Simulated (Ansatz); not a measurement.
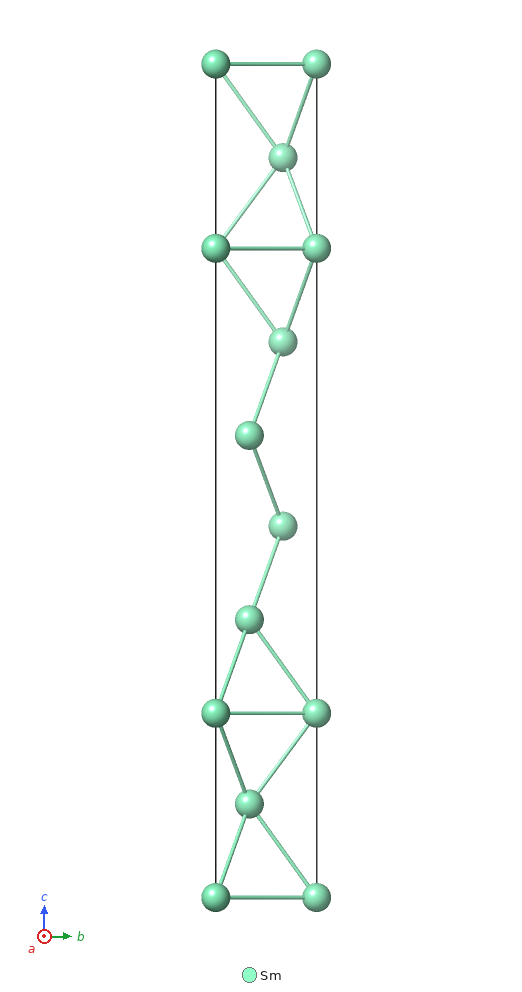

Ball-and-stick drawing of the structure, looking along the a axis. The frame is the conventional unit cell; atoms at its boundary are shown with their periodic copies.

Cell parameters: a = 3.84 Å, b = 3.84 Å, c = 27.47 Å, α = 90.00°, β = 90.00°, γ = 120.00°.

Bonds shown: Sm–Sm up to 4.17 Å (cut-off distances).

The composition is Sm.

> Identify the Bravais lattice.

Rhombohedral (trigonal R) lattice; the crystal system is trigonal.

> Describe the bonded network.

The bonds build a three-dimensional framework.

The model was built from a structure type known for this element. Earlier steps of the study may have refined or changed the cell and positions. It went into a calculation with Ansatz.
